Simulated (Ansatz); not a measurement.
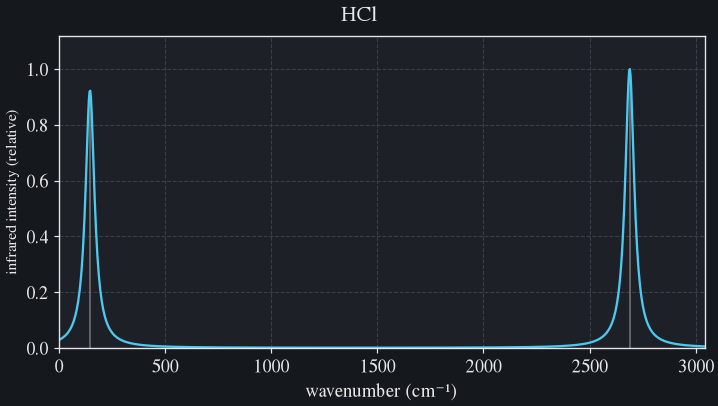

The plot gives the computed infrared spectrum of the zone-centre phonons for HCl, space group I4mm (No. 107). Lines are broadened by Lorentzians of 52 cm⁻¹ full width; the spectrum is scaled to its strongest line. These are zero-field (TO) frequencies; inactive modes don't show.

Starting cell:
```xyz
2
Lattice="-1.6879 1.6879 2.3606 1.6879 -1.6879 2.3606 1.6879 1.6879 -2.3606" Properties=species:S:1:pos:R:3 pbc="T T T"
H     0.0000    0.0000    3.2848
Cl    0.0000    0.0000    4.5901
```

Computed with Ansatz 0.2.0: infrared-active and silent optical phonons at the zone centre of an insulator with atoms at rest in the given cell, intensity summed over the level, zero macroscopic field, imaginary frequencies are negative, field response on a mesh refined by the program; PAW. Level: PBEsol, no spin polarisation.

- wave cutoff: 420 eV
- k mesh: 8×8×8
- occupations: fixed
- pressure: 6 GPa

**Which are the strongest infrared lines?**

The strongest infrared line is at 2688.2 cm⁻¹, followed by 147.4 (92 % of it).
